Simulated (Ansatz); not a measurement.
## Ti2O3: a changed input and its effect

System: Ti2O3 (10 atoms in the cell).
Method of the first run: DFT HSE06, scalar-relativistic, plane waves, PAW, no spin polarisation (Ansatz 0.2.0).

The structure was built on a prototype by a generator; it need not be a known phase. Text and figures count atoms from 1; the logs count them from 0 in places.

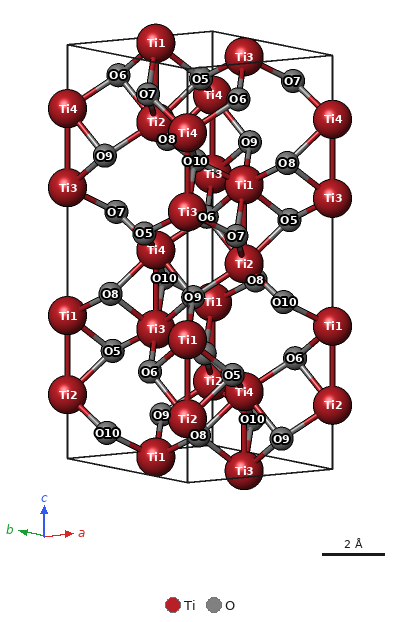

Figure 1. The structure as given in the input (ball-and-stick view of the cell 3 times as large as that of the calculation, set on its symmetry axes, seen at an oblique angle; atoms are numbered from 1 in the order of the input). Near neighbours in the crystal (not all of them lie inside the picture): Ti has 6 O at 2.00 to 2.05 Å and 1 Ti at 2.65 Å; O has 4 Ti at 2.00 to 2.05 Å.

**The input, the first run**
```yaml
crystal:
  lattice:
    - [2.5197171604, 1.4547593825, 4.6254382844]
    - [-2.5197171604, 1.4547593825, 4.6254382844]
    - [0.0, -2.90951876, 4.625438286]
  atoms:
    - { symbol: Ti, position: [0.3454287441, 0.3454287441, 0.3454287441] }
    - { symbol: Ti, position: [0.1545712559, 0.1545712559, 0.1545712559] }
    - { symbol: Ti, position: [0.6545712559, 0.6545712559, 0.6545712559] }
    - { symbol: Ti, position: [0.8454287441, 0.8454287441, 0.8454287441] }
    - { symbol: O, position: [0.5618057214, 0.9381942786, 0.25] }
    - { symbol: O, position: [0.25, 0.5618057214, 0.9381942786] }
    - { symbol: O, position: [0.9381942786, 0.25, 0.5618057214] }
    - { symbol: O, position: [0.4381942786, 0.0618057214, 0.75] }
    - { symbol: O, position: [0.75, 0.4381942786, 0.0618057214] }
    - { symbol: O, position: [0.0618057214, 0.75, 0.4381942786] }
basis:
  ecutwfc: 420
kpoints:
  mp_grid: { grid: [6, 6, 6] }
  band_path:
    path:
      - [0.0, 0.0, 0.0]
      - [0.5, 0.5, 0.5]
      - [0.7673878141, 0.2326121859, 0.5]
      - [0.5, -0.2326121859, 0.2326121859]
      - [0.5, 0.0, 0.0]
      - [0.366306093, -0.366306093, 0.0]
      - [0.633693907, 0.0, 0.366306093]
      - [0.5, 0.0, 0.5]
      - [0.44444444, 0.44444444, 0.44444444]
    npoints: 1
hamiltonian:
  xc: hse06
scf:
  occupations: { method: gaussian, width: 0.1 }
  n_extra_bands: 8
output:
  eigenvalues: true
```

Launched with:
```bash
ansatz run input.yaml --threads 4 --pin off --max-ram 10240MiB --backend cpu --events-out ev --progress --plain --runs-dir out
```

Hardware: 4 threads of Intel Xeon @ 2.70GHz, 189 GiB of memory available, shared host.

**Output, shortened to warnings, some set-up lines, iterations and results (the first run)**
```
Basis set: ecut = 420 eV, 1983 PW (Γ)
Symmetry: 12 space group operations
k-points: 32 of 216
Initial density: superposition of atomic densities (neutral atoms: chi_scale 0, normalization atom), corrected by the library's trained network
[...]
SCF iter   1: F=—  HF=-13417.280842 eV  |F-HF|=—  |Δ(HF+E_count)|=         —  Δρ=5.60e-3  dr2=1.42e-2  ethr=1.77e-3  ⟨swp⟩=4.7  Hψ=6369  notcnv=0
SCF iter   2: F=—  HF=-13417.282855 eV  |F-HF|=—  |Δ(HF+E_count)|=   2.01e-3  Δρ=2.93e-3  dr2=4.00e-3  ethr=1.69e-5  ⟨swp⟩=3.0  Hψ=3874  notcnv=0
SCF iter   3: F=—  HF=-13417.283761 eV  |F-HF|=—  |Δ(HF+E_count)|=   9.06e-4  Δρ=5.16e-4  dr2=1.77e-4  ethr=2.25e-7  ⟨swp⟩=5.5  Hψ=7269  notcnv=0
SCF iter   4: F=—  HF=-13417.283869 eV  |F-HF|=—  |Δ(HF+E_count)|=   1.08e-4  Δρ=1.41e-4  dr2=2.21e-5  ethr=2.11e-7  ⟨swp⟩=3.0  Hψ=3449  notcnv=0
SCF iter   5: F=—  HF=-13417.283884 eV  |F-HF|=—  |Δ(HF+E_count)|=   1.48e-5  Δρ=8.16e-5  dr2=7.95e-6  ethr=2.64e-8  ⟨swp⟩=4.7  Hψ=3753  notcnv=0
[... 17 lines ...]
SCF iter   3: F=—  HF=-13413.963081 eV  |F-HF|=—  |Δ(HF+E_count)|=   8.95e-6  Δρ=1.24e-4  dr2=1.28e-5  ethr=3.11e-8  ⟨swp⟩=5.4  Hψ=4978  notcnv=0
SCF iter   4: F=—  HF=-13413.963077 eV  |F-HF|=—  |Δ(HF+E_count)|=   4.01e-6  Δρ=1.90e-5  dr2=5.31e-7  ethr=3.35e-10  ⟨swp⟩=4.0  Hψ=8104  notcnv=0
SCF iter   5: F=—  HF=-13413.963077 eV  |F-HF|=—  |Δ(HF+E_count)|=   6.19e-7  Δρ=1.73e-5  dr2=3.23e-7  ethr=3.35e-10  ⟨swp⟩=6.2  Hψ=4678  notcnv=0  defer=3
SCF iter   6: F=-13413.963078 eV  HF=-13413.963078 eV  |F-HF|=3.44e-8  |Δ(HF+E_count)|=   1.97e-7  Δρ=6.51e-6  dr2=4.72e-8  ethr=3.03e-10  ⟨swp⟩=6.2  Hψ=4823  notcnv=0  …
SCF 3 converged in 6 iterations: F = -13413.963078 eV  dr2 = 4.72e-8
hybrid outer 2: dexx = +1.055e-4 eV, tail = 6.34e-7 eV, Δε = 8.12e-3 eV (about 3.27e-4 eV left of the loop's levels)
NSCF: frozen V_eff on 9 k-points
hybrid SCF converged: 2 outer / 15 inner (+9 warm-up), last move |dexx| = 1.05e-4 eV, tail = 6.34e-7 eV
Stability not checked: this state was not tested for a lower state beside it, because the functional holds exact exchange (a hybrid, or Hartree-Fock), whose exchange loop this test does not read (fock_operator; see scf.lower_state_search)
Free energy (F): -13413.963083 eV
Frozen-core exchange: fock
Harris-Foulkes:  -13413.963083 eV  (|F-HF|=3.44e-8)
Internal energy: -13413.959236 eV  (E = F + TS)
E sigma→0 (E₀):  -13413.961159 eV
Entropy (-TS):   -0.003847 eV (-0.385 meV/atom)
Fermi energy:    14.425043 eV
--- Per-component energies (eV) ---
  E_band       = -792.995604
  E_kinetic    = 2160.938251
  E_local      = -5109.045774  (includes V_loc(G=0)·N_el)
  E_nonlocal   = 296.281686
  E_hartree    = 1994.858280
  E_xc         = -675.695492
  E_vxc        = -847.471781  (∫ρ·V_xc dr)
  E_exx        = -276.492744  (= α·E_x^exact, valence–valence)
  E_paw        = -5019.282682  (= ΣΔE_a)
  E_vpaw       = -730.450681  (= ΣTr[D̂ρ^β])
  E_aug_tail   = 0.015339  (compensation charges beyond the density's cutoff)
  E_ewald      = -6784.688389
  E_core_change = -0.847711  (= ΣΔE_core)
  E_smearing   = -0.003847  (= −TS)
  E_closure    = -0.000000  (closes the sum)
  Σ components = -13413.963083   (vs F -13413.963083, Δ=1.82e-12)
```

The input of the second run differs as follows (lines with − go, lines with + come):
```diff
-  xc: hse06
+  xc: pbesol
+  forces: true
+  stress: true
```

What does this change do to the results?

The total energies belong to different methods, so their difference says nothing on which is more stable or more accurate. The functional changes from HSE06 to PBEsol. The SCF takes 6 iterations against 24. On the same kind of shared host the second run took about 0.01 times as long.

**Output, shortened to warnings, some set-up lines, iterations and results (the second run)**
```
Basis set: ecut = 420 eV, 1983 PW (Γ), exchange–correlation on 80×80×80 points (8 copies of the dense FFT grid, shifted against one another)
Symmetry: 12 space group operations
k-points: 32 of 216
Initial density: superposition of atomic densities (neutral atoms: chi_scale 0, normalization atom), corrected by the library's trained network
[...]
SCF iter   1: F=—  HF=-13275.440111 eV  |F-HF|=—  |Δ(HF+E_count)|=         —  Δρ=1.82e-2  dr2=2.49e-1  ethr=1.77e-3  ⟨swp⟩=4.4  Hψ=5826  notcnv=0
SCF iter   2: F=—  HF=-13275.442603 eV  |F-HF|=—  |Δ(HF+E_count)|=   2.49e-3  Δρ=1.99e-2  dr2=2.73e-1  ethr=2.96e-4  ⟨swp⟩=3.0  Hψ=3978  notcnv=0  defer=52
SCF iter   3: F=—  HF=-13275.370262 eV  |F-HF|=—  |Δ(HF+E_count)|=   7.23e-2  Δρ=9.07e-4  dr2=5.52e-4  ethr=2.96e-4  ⟨swp⟩=2.0  Hψ=2584  notcnv=0  defer=52
SCF iter   4: F=—  HF=-13275.370319 eV  |F-HF|=—  |Δ(HF+E_count)|=   5.74e-5  Δρ=2.39e-4  dr2=4.74e-5  ethr=6.57e-7  ⟨swp⟩=2.0  Hψ=2590  notcnv=0  defer=51
SCF iter   5: F=—  HF=-13275.370309 eV  |F-HF|=—  |Δ(HF+E_count)|=   1.01e-5  Δρ=3.59e-5  dr2=4.66e-7  ethr=5.65e-8  ⟨swp⟩=3.0  Hψ=3286  notcnv=0  defer=51
SCF iter   6: F=-13275.370310 eV  HF=-13275.370310 eV  |F-HF|=6.46e-9  |Δ(HF+E_count)|=   7.88e-7  Δρ=4.80e-6  dr2=1.64e-8  ethr=1.19e-10  ⟨swp⟩=10.8  Hψ=6454  notcnv=0
SCF 1 converged in 6 iterations: F = -13275.370310 eV  dr2 = 1.64e-8
NSCF: frozen V_eff on 9 k-points
SCF converged after 6 iterations
Free energy (F): -13275.370310 eV
Harris-Foulkes:  -13275.370310 eV  (|F-HF|=6.46e-9)
Internal energy: -13275.347672 eV  (E = F + TS)
E sigma→0 (E₀):  -13275.358991 eV
Entropy (-TS):   -0.022637 eV (-2.264 meV/atom)
Fermi energy:    13.769065 eV
--- Per-component energies (eV) ---
  E_band       = -603.209273
  E_kinetic    = 2149.472153
  E_local      = -5132.874191  (includes V_loc(G=0)·N_el)
  E_nonlocal   = 320.080232
  E_hartree    = 2003.170357
  E_xc         = -829.614239
  E_vxc        = -1054.879503  (∫ρ·V_xc dr)
  E_paw        = -5001.678234  (= ΣΔE_a)
  E_vpaw       = -891.368064  (= ΣTr[D̂ρ^β])
  E_aug_tail   = 0.015375  (compensation charges beyond the density's cutoff)
  E_ewald      = -6784.688389
  E_core_change = 0.769265  (= ΣΔE_core)
  E_smearing   = -0.022637  (= −TS)
  E_closure    = -0.000000  (closes the sum)
  Σ components = -13275.370310   (vs F -13275.370310, Δ=0.00e0)
--- Forces (eV/Å), atoms counted from 1 ---
  atom   1  Ti    -0.00000000     0.00000000     0.00143671
  atom   2  Ti    -0.00000000    -0.00000000    -0.00143671
  atom   3  Ti     0.00000000    -0.00000000    -0.00143671
  atom   4  Ti     0.00000000     0.00000000     0.00143671
  atom   5  O      0.00118716    -0.00000000     0.00000000
  atom   6  O     -0.00059358     0.00102811    -0.00000000
  atom   7  O     -0.00059358    -0.00102811     0.00000000
  atom   8  O     -0.00118716    -0.00000000    -0.00000000
  atom   9  O      0.00059358    -0.00102811     0.00000000
  atom  10  O      0.00059358     0.00102811    -0.00000000
  max |Σ_I F_I| component: 6.51e-18 eV/Å
--- Stress (GPa, compression-positive) ---
       -0.007061      -0.000000       0.000000
        0.000000      -0.007061       0.000000
        0.000000       0.000000       0.015152
  P = ⅓ Tr σ = 0.0003 GPa (0.003 kbar)
```

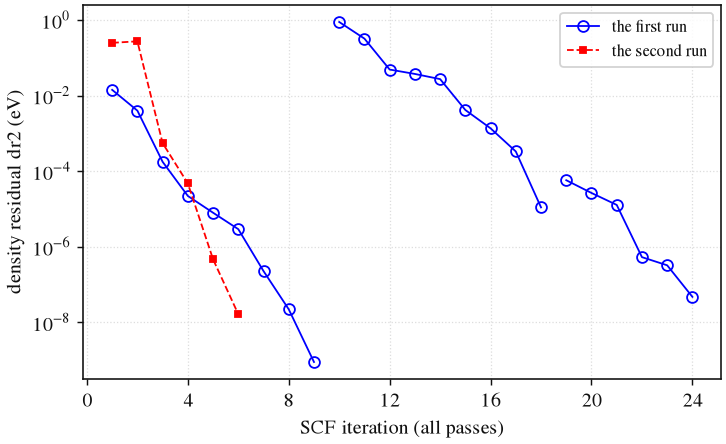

Figure 2. Convergence of the two runs: density residual dr2 against the SCF iteration. A break in a curve parts two SCF passes. The first run takes 24 iterations in all, and the second run takes 6.

**The two runs side by side**

| quantity | the first run | the second run |
| --- | --- | --- |
| outcome | converged | converged |
| free energy per atom (eV) | −1341.3963 | −1327.5370 |
| energy per atom, smearing taken to zero (eV) | −1341.3961 | −1327.5359 |
| gap on the mesh (eV) | 0.00 | 0.00 |
| SCF iterations | 24 | 6 |
| irreducible k-points | 32 | 32 |
| plane waves at Γ | 1983 | 1983 |
| pressure (GPa) | – | 0.00 |
| largest force (eV/Å) | – | 0.001 |
| wall time (shared host) | 8 min | 4.8 s |
